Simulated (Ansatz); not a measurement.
System: MgO, space group I-4m2 (No. 119), 2 atoms in the cell, zincblende type, uniaxial (z) strain +5.0%.

```yaml
crystal:
  lattice:
    - [0.00000, 2.28201, 2.39611]
    - [2.28201, 0.00000, 2.39611]
    - [2.28201, 2.28201, 0.00000]
  atoms:
    - { symbol: Mg, position: [0.00000, 0.00000, 0.00000] }
    - { symbol: O, position: [0.25000, 0.25000, 0.25000] }
```

Ansatz; DFT, PBE, plane waves, PAW, no spin polarisation, 10×10×10 k mesh, 420 eV cutoff.

What will the density of states look like?

There is a gap; over the k points computed it is 3.33 eV. The upper group of valence states starts about 2.9 eV under the valence-band top, with a gap beneath it; it holds about 6 electrons a cell. Within the window shown, the tallest peak of the filled states lies 0.4 eV under the valence-band top, at about 4.2 states per eV and cell.

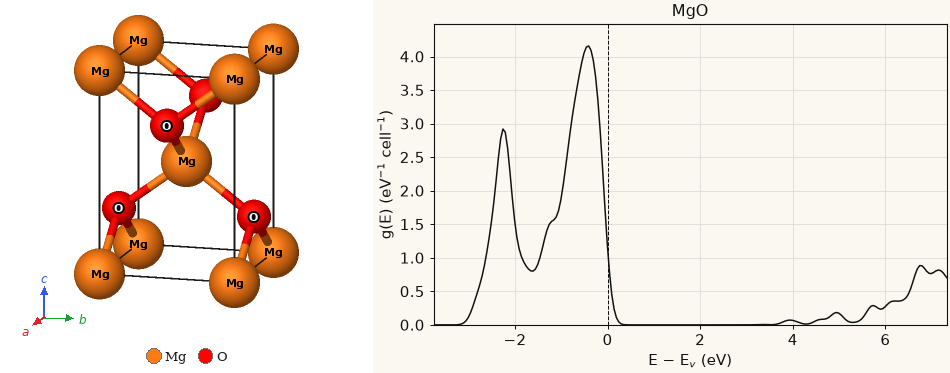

Density of states, beside the structure. Energies are counted from the top of the valence band. The curve is built from the levels of the k mesh with Gaussians 0.3 eV wide, which also blur the band edges.
